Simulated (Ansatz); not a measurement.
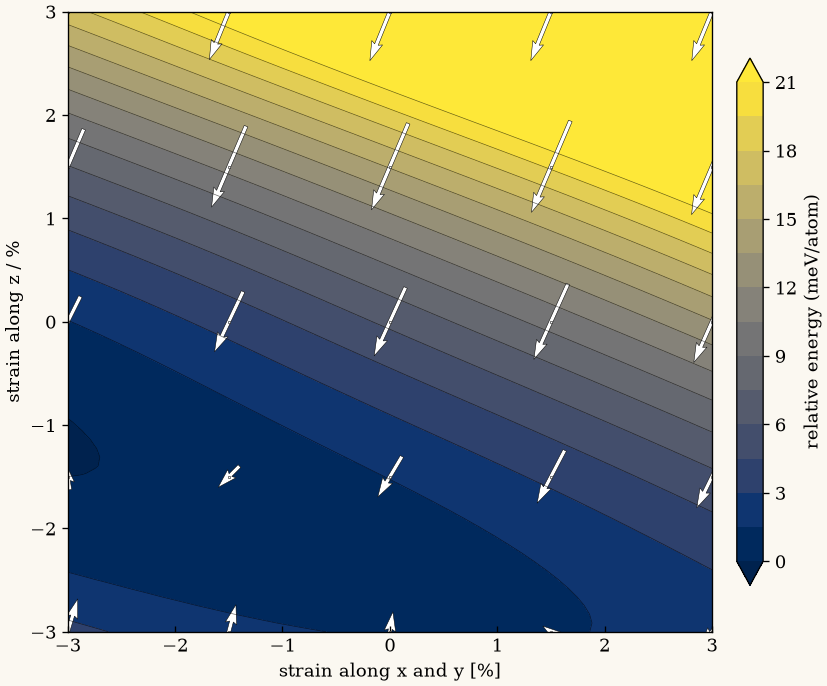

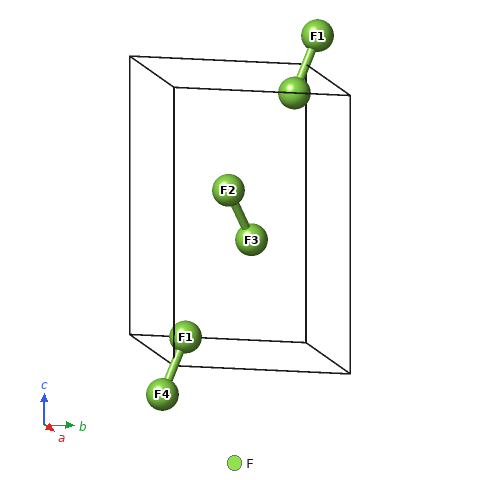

Energy landscape of F (Cmce, No. 64; 4 atoms in the cell). The cell is strained homogeneously, by one strain along x and y and another along z, with fractional coordinates fixed (x along [1 0 0], z along [0 0 1] of the conventional cell). Coordinates scanned: (1) strain along x and y; (2) strain along z. The grid has 5 × 5 points. Points are written as (first, second). All energies are given in meV/atom relative to the lowest grid point. The reference cell is the one listed in the database, not relaxed at this level. Computed with DFT PBEsol, scalar-relativistic, plane waves, PAW in Ansatz 0.2.0. Settings: cutoff 420 eV, k-mesh 6×6×4 in the order of the run's cell vectors, gaussian smearing 0.05 eV, no spin polarisation.

The picture shows filled contours, dots at the grid points, arrows along the force (downhill), their lengths compressed, one colour for all values above the top of the scale. Between grid points the surface is interpolated. The second picture is the reference structure.

What does the map say about the system?

Answer. The lowest grid point is at (−3.0 %, −1.5 %). It lies at the edge of the scanned range, so the true minimum may lie outside. The highest grid point, (3.0 %, 3.0 %), lies 39.8 meV/atom above the lowest. The gap on the k-mesh is 3.4 eV at the lowest point and runs from 2.6 to 3.6 eV over the map.

The values on the grid:

```csv
"strain along z ↓, strain along x and y →",−3.0,−1.5,0.0,1.5,3.0
3.0,17.4,22.2,27.6,33.5,39.8
1.5,7.4,11.0,15.1,19.7,24.9
0.0,1.5,3.6,6.3,9.5,13.4
−1.5,0.0,0.4,1.5,3.3,5.7
−3.0,3.5,2.0,1.3,1.4,2.1
```
